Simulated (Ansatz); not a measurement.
## Geometry relaxation of Si₄₇C (part 2 of 3)

The same run, continued: Si₄₇C (defect cell, 48 atoms in the cell); DFT, PBE, plane waves, PAW, no spin polarisation (Ansatz 0.2.0); cutoff 420 eV, 2×3×3 k-mesh, Gaussian smearing of 0.02 eV. The structure derives from a Materials Project entry. Some settings of this run were made unusual or wrong on purpose.

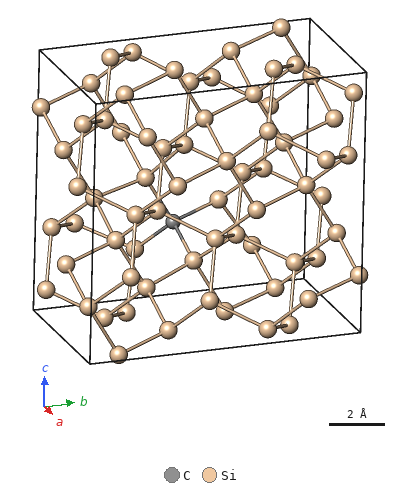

Figure 1. The geometry at step 2 of the log (ball-and-stick view of the cell of the calculation, seen slightly off an axis).

Output, continued
```
  k-point 0: bands = ["-6.7620", "-5.5277", "-4.9240", "-4.7509", "-4.5769", "-4.2843", "-4.2365", "-4.1228", "-4.0856", "-4.0050", "-3.9341", "-3.7421", "-3.5941", "-3.5730", "-3.1871", "-2.9596", "-2.8442", "-2.7991", "-2.6607", "-2.5359", "-2.4819", "-2.3299", "-2.2727", "-2.2629", "-1.5734", "-1.4691", "-1.4534", "-1.1837", "-1.1360", "-0.8179", "-0.6886", "-0.5667", "-0.4820", "-0.4218", "-0.3011", "-0.1182", "-0.0952", "-0.0416", "0.5337", "0.7871", "0.8130", "0.9684", "1.1224", "1.1429", "1.2357", "1.6749", "1.7048", "1.7456", "1.8758", "1.9408", "1.9951", "2.0802", "2.1257", "2.1830", "2.2539", "2.5413", "2.6441", "2.7416", "2.7880", "2.9103", "2.9369", "3.0361", "3.1306", "3.1620", "3.2592", "3.3036", "3.3455", "3.3651", "3.3808", "3.4512", "3.4907", "3.5762", "3.6139", "3.6822", "3.7115", "3.7373", "3.7853", "3.8092", "3.8538", "3.8641", "4.1571", "4.2071", "4.2287", "4.4466", "4.4758", "4.5159", "4.5688", "4.6436", "4.7062", "4.7430", "4.7603", "4.7840", "4.8416", "4.9500", "5.8829", "5.9163", "6.7203", "6.7590", "6.7968", "7.1644", "7.3667", "7.4649", "7.6305", "7.6697", "7.7218", "7.7635", "8.0993", "8.1535", "8.1932", "8.3387", "8.3600", "8.4153", "8.4467", "8.5205", "8.5453", "8.5915", "8.6474", "8.6636", "8.7115", "8.7981", "8.8634", "8.8701", "8.8780", "8.9241", "9.1621", "9.2141", "9.2846", "9.3241", "9.3597", "9.4722", "9.5222", "9.5697", "9.6102", "9.6310", "9.7064", "9.7234", "9.7662", "9.8188", "9.8257", "9.8655", "9.9478", "10.0003", "10.0091", "10.0885"]
  k-point 1: bands = ["-6.7517", "-5.3914", "-5.1686", "-4.7422", "-4.6255", "-4.4985", "-4.3569", "-4.1906", "-3.9408", "-3.8659", "-3.7403", "-3.6380", "-3.4621", "-3.2911", "-3.2107", "-3.1147", "-3.0412", "-2.8012", "-2.6204", "-2.5397", "-2.4486", "-2.4278", "-2.3231", "-2.2200", "-1.4257", "-1.2991", "-1.2474", "-1.1611", "-1.1031", "-1.0133", "-0.9216", "-0.7572", "-0.5659", "-0.4336", "-0.3753", "-0.1871", "0.0148", "0.1050", "0.3456", "0.4146", "0.5561", "0.6778", "1.2328", "1.4116", "1.4673", "1.5332", "1.6436", "1.7186", "1.8854", "2.0826", "2.0970", "2.3223", "2.3889", "2.4118", "2.4878", "2.5359", "2.5653", "2.5921", "2.6329", "2.7228", "2.8331", "2.9149", "3.0418", "3.0846", "3.2010", "3.2467", "3.2783", "3.3606", "3.4302", "3.5906", "3.6369", "3.7167", "3.7612", "3.7952", "3.8671", "3.9237", "4.0080", "4.1040", "4.1421", "4.1808", "4.2281", "4.2581", "4.2775", "4.3003", "4.3339", "4.3722", "4.3991", "4.4571", "4.4770", "4.6322", "4.6845", "4.7664", "5.1621", "5.2511", "5.3082", "5.5460", "6.8730", "6.9657", "7.2188", "7.2938", "7.3837", "7.4625", "7.5257", "7.6154", "7.6481", "7.7102", "7.7876", "7.8394", "7.9066", "7.9891", "8.0651", "8.3156", "8.3366", "8.4015", "8.4571", "8.5175", "8.5626", "8.6519", "8.6604", "8.7089", "8.7901", "8.8527", "8.8921", "8.9086", "8.9642", "9.0192", "9.0531", "9.0898", "9.1673", "9.2627", "9.3721", "9.4657", "9.5065", "9.5660", "9.6166", "9.6713", "9.7459", "9.8239", "9.8429", "9.8775", "9.9358", "9.9895", "10.0545", "10.0769"]
  k-point 2: bands = ["-6.7606", "-5.5084", "-4.9732", "-4.8488", "-4.6471", "-4.3399", "-4.1114", "-3.9981", "-3.9606", "-3.8476", "-3.7353", "-3.5954", "-3.5580", "-3.5247", "-3.4269", "-3.3750", "-3.3473", "-2.9584", "-2.6758", "-2.5702", "-2.3195", "-2.1946", "-2.0936", "-1.9625", "-1.6285", "-1.4691", "-1.3798", "-1.2094", "-1.1630", "-0.9064", "-0.8362", "-0.7635", "-0.3190", "-0.1562", "-0.1018", "0.0237", "0.0652", "0.2040", "0.2855", "0.5515", "0.6265", "0.7093", "0.8856", "1.1525", "1.4661", "1.5248", "1.6155", "1.7007", "1.8421", "1.9993", "2.0840", "2.1569", "2.1953", "2.3208", "2.4209", "2.4687", "2.5216", "2.6094", "2.7311", "2.7814", "2.8498", "2.9045", "2.9758", "3.0522", "3.2197", "3.3142", "3.3436", "3.3833", "3.4245", "3.5080", "3.5871", "3.6343", "3.7015", "3.7744", "3.8164", "3.8459", "3.8985", "3.9362", "4.0228", "4.0689", "4.1373", "4.1927", "4.2699", "4.3272", "4.3839", "4.4105", "4.4792", "4.6604", "4.7049", "4.7473", "4.7995", "4.8490", "5.0022", "5.0497", "5.5875", "5.8364", "6.8850", "6.9940", "7.2334", "7.3078", "7.3892", "7.5298", "7.5744", "7.6667", "7.8007", "7.9371", "8.0096", "8.0713", "8.1081", "8.1457", "8.2388", "8.2731", "8.3550", "8.3985", "8.4599", "8.4893", "8.5244", "8.5744", "8.6395", "8.6561", "8.6976", "8.7343", "8.7877", "8.8291", "8.8791", "8.9333", "9.0111", "9.0507", "9.0957", "9.2536", "9.3131", "9.4440", "9.4894", "9.5111", "9.5936", "9.6253", "9.6587", "9.6821", "9.7528", "9.7939", "9.8721", "9.9123", "10.0187", "10.1353"]
  k-point 8: bands = ["-6.7604", "-5.5061", "-5.0134", "-4.8258", "-4.6267", "-4.2387", "-4.1290", "-4.0960", "-3.9848", "-3.8504", "-3.7469", "-3.6939", "-3.5800", "-3.4809", "-3.3966", "-3.2798", "-3.1866", "-3.0532", "-2.7579", "-2.5494", "-2.4313", "-2.2251", "-2.0067", "-1.8620", "-1.6691", "-1.5491", "-1.3390", "-1.2099", "-1.0979", "-0.8817", "-0.8351", "-0.7006", "-0.4783", "-0.3724", "-0.0941", "0.0907", "0.2262", "0.3112", "0.3968", "0.4855", "0.5574", "0.8029", "0.8849", "1.0123", "1.3942", "1.4774", "1.5629", "1.7535", "1.8387", "1.9953", "2.0893", "2.1788", "2.2251", "2.3606", "2.4036", "2.5846", "2.6292", "2.6837", "2.7322", "2.7539", "2.8496", "2.8950", "2.9659", "3.0020", "3.1219", "3.1908", "3.2230", "3.2888", "3.3803", "3.4271", "3.5068", "3.6548", "3.7259", "3.7870", "3.8208", "3.8435", "3.9661", "3.9913", "4.0430", "4.1881", "4.2570", "4.3216", "4.3649", "4.3936", "4.4254", "4.4631", "4.5092", "4.5560", "4.6181", "4.6589", "4.7667", "4.8998", "4.9672", "5.0214", "5.5987", "5.8179", "6.9681", "7.0959", "7.1643", "7.2252", "7.2782", "7.3892", "7.5847", "7.7526", "7.8442", "7.9124", "7.9718", "8.0238", "8.0491", "8.1764", "8.2635", "8.3218", "8.4092", "8.4227", "8.4461", "8.5029", "8.5460", "8.5725", "8.5825", "8.6459", "8.6764", "8.7061", "8.7546", "8.7873", "8.8186", "8.9135", "8.9640", "9.0293", "9.1670", "9.2548", "9.3256", "9.4113", "9.4260", "9.6024", "9.6190", "9.7192", "9.7675", "9.7971", "9.8370", "9.9069", "9.9911", "10.0802", "10.1398", "10.1885"]
--- Relaxed structure (6 steps of the walk, 6 accepted, 0 SCFs on fresh bases) ---
  F+E_penalty+E_count = -30131.95330312 eV   max|allowed force component| = 1.777e-2 eV/Å
  atoms:
    - { symbol: C, position: [0.14574548091162784, 0.4790947513262599, 0.3124182825315409] }
    - { symbol: Si, position: [0.3064606015885022, 0.6407730010668864, 0.9849007510200026] }
    - { symbol: Si, position: [0.9829924495075195, 0.31812460939302145, 0.6395769422601799] }
    - { symbol: Si, position: [0.818236041793344, 0.6397844680549186, 0.47409577301515293] }
    - { symbol: Si, position: [0.4729026023685498, 0.3163466413573776, 0.15148252678351914] }
    - { symbol: Si, position: [0.6438422706970883, 0.478529639632601, 0.8140698593323998] }
    - { symbol: Si, position: [0.30743239233009173, 0.1515708221981538, 0.4731401486992797] }
    - { symbol: Si, position: [0.9848191745235828, 0.8062385933169278, 0.14966696927349243] }
    - { symbol: Si, position: [0.1452160719018818, 0.9807345655758377, 0.8105127534135373] }
    - { symbol: Si, position: [0.6474133888277928, 0.9771673970806323, 0.3118566385322522] }
    - { symbol: Si, position: [0.812620314618298, 0.1459363837890979, 0.9792891874814184] }
    - { symbol: Si, position: [0.480860626880378, 0.8141856216264203, 0.6475219456421192] }
    - { symbol: Si, position: [0.14721616002310517, 0.3171099511463023, 0.9861440843807108] }
    - { symbol: Si, position: [0.3086959963766457, 0.47890377507221343, 0.636832019414162] }
    - { symbol: Si, position: [0.9837655773679376, 0.15280297860983583, 0.313873431035694] }
    - { symbol: Si, position: [0.8194712883768158, 0.4805674424582393, 0.15043902980430934] }
    - { symbol: Si, position: [0.47887484565201865, 0.1470570840560877, 0.8118746063913216] }
    - { symbol: Si, position: [0.645783353943281, 0.3107772192702269, 0.4790863418716221] }
    - { symbol: Si, position: [0.31244810553662616, 0.9791180117744842, 0.14413232834444184] }
    - { symbol: Si, position: [0.9774468598198752, 0.645746243472402, 0.8124397127059406] }
    - { symbol: Si, position: [0.1455766327121356, 0.8034929466791345, 0.47535529032287094] }
    - { symbol: Si, position: [0.6452228048183438, 0.8122088402712733, 0.9803696680371413] }
    - { symbol: Si, position: [0.8137186549455584, 0.9785361042030047, 0.6455374184917002] }
    - { symbol: Si, position: [0.47018383949339027, 0.6420204552308711, 0.31222898311469216] }
    - { symbol: Si, position: [0.038374855677158703, 0.37172543569980876, 0.20505361016670687] }
    - { symbol: Si, position: [0.18670645794229707, 0.5200370072910827, 0.8497678327500362] }
    - { symbol: Si, position: [0.8553117516461857, 0.1881698134646364, 0.5224250136833488] }
    - { symbol: Si, position: [0.6830836351510188, 0.5200370222001567, 0.353380420719628] }
    - { symbol: Si, position: [0.35575343255873604, 0.18865834266448844, 0.021534852255440856] }
    - { symbol: Si, position: [0.5183265818674714, 0.35516513858054355, 0.6859712780478378] }
    - { symbol: Si, position: [0.18670391887233834, 0.016422725652016107, 0.35339588470837674] }
    - { symbol: Si, position: [0.8548455864888698, 0.6890913817238876, 0.02198751649051095] }
    - { symbol: Si, position: [0.021833102857855224, 0.8526261095600771, 0.6850077846989685] }
    - { symbol: Si, position: [0.5193142582894105, 0.851655330014335, 0.18850074362662694] }
    - { symbol: Si, position: [0.6874319274312729, 0.020779205242301868, 0.8541120760193606] }
    - { symbol: Si, position: [0.35660528279997017, 0.689913662742317, 0.5232597963593314] }
    - { symbol: Si, position: [0.023264194918687697, 0.19316557908593476, 0.854214770025504] }
    - { symbol: Si, position: [0.18149066657583565, 0.37172883047691546, 0.4902503780657259] }
    - { symbol: Si, position: [0.859828529741081, 0.020884976820777112, 0.1899243575211525] }
    - { symbol: Si, position: [0.6875576672359724, 0.3566063943928298, 0.026503376474727447] }
    - { symbol: Si, position: [0.35265999931459147, 0.02656799194294235, 0.6845642219033117] }
    - { symbol: Si, position: [0.5208910833010162, 0.18517567454187028, 0.3548184733126357] }
    - { symbol: Si, position: [0.18816665774768937, 0.8542574353416323, 0.018508692257377668] }
    - { symbol: Si, position: [0.851827641190423, 0.5214793352912237, 0.6875705680963557] }
    - { symbol: Si, position: [0.038373687991344, 0.6569239010292703, 0.34816041823961763] }
    - { symbol: Si, position: [0.517893496821928, 0.686010720797693, 0.8598857307190855] }
    - { symbol: Si, position: [0.6932192800353467, 0.8512385130775313, 0.5193229291478493] }
    - { symbol: Si, position: [0.3235907685291122, 0.5148519257035199, 0.20503458281098258] }
```

Trajectory as extended XYZ (Å, eV, eV/Å), 6 frames, from step=1 to step=6
```
48
Lattice="7.7026 0.0000 -6.3650 -3.8513 -6.6706 -6.3650 -3.8513 6.6706 -6.3650" Properties=species:S:1:pos:R:3:forces:R:3 step=1 energy=-30130.00213
C    -1.9256   -1.1118   -5.9645    0.0011   0.0008  -0.1266
Si   -3.8513    2.2235  -12.3295   -0.0808   0.0637   0.0342
Si    3.8513    2.2235  -12.3295    0.0164  -0.1038   0.0268
Si    1.9256   -1.1118  -12.3295    0.0959   0.0403   0.0344
Si    1.9256   -1.1118   -5.9645   -0.0975   0.0407   0.0272
Si    0.0000    2.2235  -12.3295    0.0089  -0.0067  -0.0004
Si    0.0000    2.2235   -5.9645   -0.0122  -0.1014   0.0334
Si    3.8513   -4.4471  -12.3295    0.0845   0.0668   0.0269
Si   -5.7769   -1.1118  -12.3295    0.0038   0.0116   0.0003
Si    0.0000   -4.4471  -12.3295   -0.0105  -0.0021   0.0007
Si    1.9256    5.5588  -12.3295   -0.0007   0.0011   0.0311
Si   -1.9256   -1.1118  -12.3295    0.0011   0.0015   0.0331
Si   -3.8513    4.4471   -9.1470   -0.0091   0.0045  -0.1051
Si   -1.9256    1.1118   -9.1470   -0.0041  -0.0481   0.0410
Si    5.7769    1.1118   -9.1470    0.0019  -0.0114  -0.1047
Si    3.8513   -2.2235   -9.1470    0.0095   0.0051  -0.1048
Si    0.0000    4.4471   -9.1470    0.0008   0.0041  -0.0062
Si    1.9256    1.1118   -9.1470    0.0042  -0.0013  -0.0010
Si   -1.9256   -5.5588   -9.1470   -0.0007  -0.0038  -0.0013
Si    1.9256    1.1118  -15.5120   -0.0007   0.0022  -0.0013
Si   -3.8513   -2.2235   -9.1470    0.0447   0.0190   0.0400
Si   -1.9256    1.1118  -15.5120    0.0060  -0.0035  -0.0062
Si    0.0000   -2.2235  -15.5120   -0.0036  -0.0040  -0.0068
Si    0.0000   -2.2235   -9.1470   -0.0371   0.0268   0.0418
Si   -1.9256   -1.1118   -3.5831   -0.0006   0.0007  -2.1776
Si   -3.8513    2.2235   -9.9481   -0.0011  -0.0030   0.0014
Si    3.8513    2.2235   -9.9481   -0.0076   0.0082   0.0023
Si    1.9256   -1.1118   -9.9481   -0.0039   0.0027   0.0017
Si    1.9256   -1.1118   -3.5831    0.0082   0.0036   0.0025
Si    0.0000    2.2235   -9.9481    0.0028   0.0059   0.0101
Si    0.0000    2.2235   -3.5831    0.0022   0.0025   0.0017
Si    3.8513   -4.4471   -9.9481   -0.0032  -0.0088   0.0028
Si   -5.7769   -1.1118   -9.9481   -0.0072   0.0015   0.0092
Si    0.0000   -4.4471   -9.9481    0.0014  -0.0045   0.0090
Si    1.9256    5.5588   -9.9481   -0.0010   0.0010   0.0091
Si   -1.9256   -1.1118   -9.9481   -0.0020   0.0009   0.0319
Si   -3.8513    4.4471   -6.7656    0.0157   0.0071  -0.0161
Si   -1.9256    1.1118   -6.7656    0.0020  -2.1668   0.7784
Si    5.7769    1.1118   -6.7656   -0.0167   0.0083  -0.0154
Si    3.8513   -2.2235   -6.7656   -0.0008  -0.0190  -0.0149
Si    0.0000    4.4471   -6.7656   -0.0313  -0.0036  -0.0311
Si    1.9256    1.1118   -6.7656    0.0053   0.0063  -0.0025
Si   -1.9256   -5.5588   -6.7656    0.0022  -0.0098  -0.0029
Si    1.9256    1.1118  -13.1306   -0.0103   0.0009  -0.0025
Si   -3.8513   -2.2235   -6.7656    1.8732   1.0847   0.7796
Si   -1.9256    1.1118  -13.1306    0.0115   0.0263  -0.0310
Si    0.0000   -2.2235  -13.1306    0.0171  -0.0258  -0.0311
Si    0.0000   -2.2235   -6.7656   -1.8774   1.0786   0.7786
48
Lattice="7.7026 0.0000 -6.3650 -3.8513 -6.6706 -6.3650 -3.8513 6.6706 -6.3650" Properties=species:S:1:pos:R:3:forces:R:3 step=2 energy=-30131.49142
C    -1.9255   -1.1117   -5.9666   -0.0007   0.0002  -0.1129
Si   -3.8692    2.2650  -12.3298   -0.1075   0.0409   0.0558
Si    3.8785    2.1900  -12.3363   -0.0201  -0.1644   0.0124
Si    1.9706   -1.1169  -12.3298    0.0893   0.0731   0.0562
Si    1.8830   -1.1184   -5.9712   -0.1336   0.0999   0.0121
Si   -0.0013    2.2270  -12.3303    0.0042  -0.0508  -0.0138
Si   -0.0269    2.1873   -5.9649    0.0189  -0.1128   0.0556
Si    3.8668   -4.4067  -12.3363    0.1529   0.0655   0.0121
Si   -5.7792   -1.1146  -12.3303    0.0428   0.0286  -0.0147
Si    0.0036   -4.4476  -12.3302   -0.0448   0.0225  -0.0140
Si    1.9256    5.5589  -12.3366    0.0006   0.0008   0.1398
Si   -1.9256   -1.1117  -12.3271    0.0004   0.0005   0.1318
Si   -3.8780    4.4605   -9.1789    0.0230  -0.0174  -0.1443
Si   -1.9282    1.0980   -9.1071    0.0004  -0.1141   0.0513
Si    5.7787    1.0819   -9.1789    0.0032   0.0285  -0.1434
Si    3.8763   -2.2071   -9.1789   -0.0266  -0.0121  -0.1443
Si   -0.0029    4.4464   -9.1468   -0.0075  -0.0066  -0.0061
Si    1.9244    1.1107   -9.1472    0.0179   0.0044  -0.0212
Si   -1.9258   -5.5573   -9.1472   -0.0039  -0.0174  -0.0216
Si    1.9272    1.1111  -15.5123   -0.0124   0.0123  -0.0207
Si   -3.8381   -2.2189   -9.1071    0.0986   0.0564   0.0519
Si   -1.9247    1.1146  -15.5118   -0.0006   0.0097  -0.0062
Si    0.0021   -2.2258  -15.5118    0.0096  -0.0042  -0.0060
Si   -0.0105   -2.2144   -9.1070   -0.0980   0.0568   0.0513
Si   -1.9257   -1.1117   -3.7762    0.0001   0.0000  -1.1796
Si   -3.8462    2.2222   -9.9447   -0.0001  -0.0275   0.0872
Si    3.8535    2.2186   -9.9523   -0.0163   0.0451   0.0228
Si    1.9219   -1.1155   -9.9447   -0.0250   0.0139   0.0875
Si    1.9202   -1.1112   -3.5872    0.0464  -0.0079   0.0227
Si   -0.0090    2.2182   -9.9426    0.0168   0.0139   0.0756
Si   -0.0014    2.2287   -3.5797    0.0239   0.0149   0.0870
Si    3.8545   -4.4426   -9.9522   -0.0313  -0.0358   0.0231
Si   -5.7679   -1.1168   -9.9426   -0.0208   0.0085   0.0758
Si   -0.0002   -4.4366   -9.9426    0.0031  -0.0215   0.0758
Si    1.9256    5.5589   -9.9498   -0.0007   0.0003   0.0133
Si   -1.9257   -1.1117   -9.9392    0.0006   0.0005  -0.1626
Si   -3.8510    4.4320   -6.7792    0.0115  -0.0174  -0.0992
Si   -1.9252    0.9243   -6.6980   -0.0058  -1.1866   0.4268
Si    5.7897    1.1196   -6.7791    0.0086   0.0182  -0.0995
Si    3.8381   -2.2164   -6.7791   -0.0206  -0.0018  -0.1002
Si   -0.0029    4.4301   -6.7613   -0.1133  -0.0700  -0.0996
Si    1.9218    1.1098   -6.7644    0.0307   0.0254   0.0428
Si   -1.9255   -5.5546   -6.7644    0.0064  -0.0405   0.0427
Si    1.9292    1.1094  -13.1294   -0.0382   0.0146   0.0427
Si   -3.6892   -2.1294   -6.6980    1.0299   0.5877   0.4266
Si   -1.9389    1.1227  -13.1263   -0.0045   0.1317  -0.1000
Si    0.0161   -2.2176  -13.1263    0.1162  -0.0633  -0.0997
Si   -0.1625   -2.1303   -6.6980   -1.0236   0.5974   0.4268
```
